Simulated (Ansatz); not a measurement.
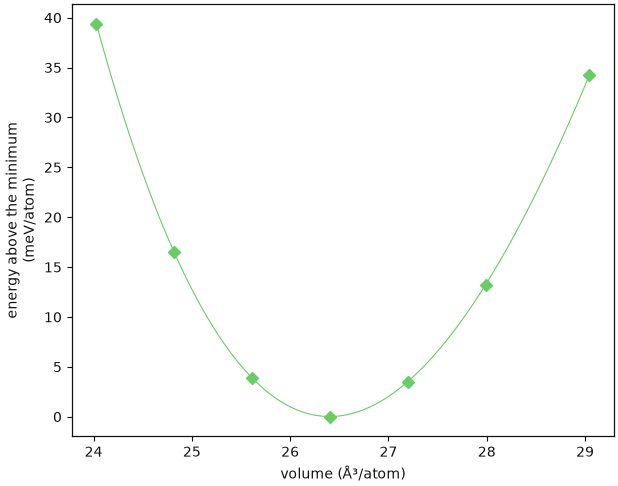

The picture above shows the energy above the minimum against volume.

Calculation (Ansatz 0.2.0): third-order Birch-Murnaghan fit to density functional energies at scaled volumes of the given relaxed cell, shape and atoms relaxed at each volume; energies count from the fitted minimum; plane waves with PAW datasets, Γ-centred k mesh. Level: PBE, no spin polarisation.

### For which of these solids was it computed?
A. BN, F-43m (No. 216)
B. CdSe, P6_222 (No. 180)
C. PbSe, P6_3mc (No. 186)

B, CdSe: energy above the minimum from 0.0 meV/atom to 39.4 meV/atom, V0 26.4 Å³/atom, B0 49.6 GPa. The others give: BN, energy above the minimum from 0.1 meV/atom to 121.1 meV/atom, V0 5.953 Å³/atom, B0 371 GPa; PbSe, energy above the minimum from −0.1 meV/atom to 45.1 meV/atom, V0 31.27 Å³/atom, B0 22.4 GPa.

For CdSe, limits of the calculation: a crossing between the sampled k points may be missed; no spin polarisation, a magnetic state may lie lower.

For PbSe, limits of the calculation: a crossing between the sampled k points may be missed; coarse k mesh; narrow smearing for a metal.
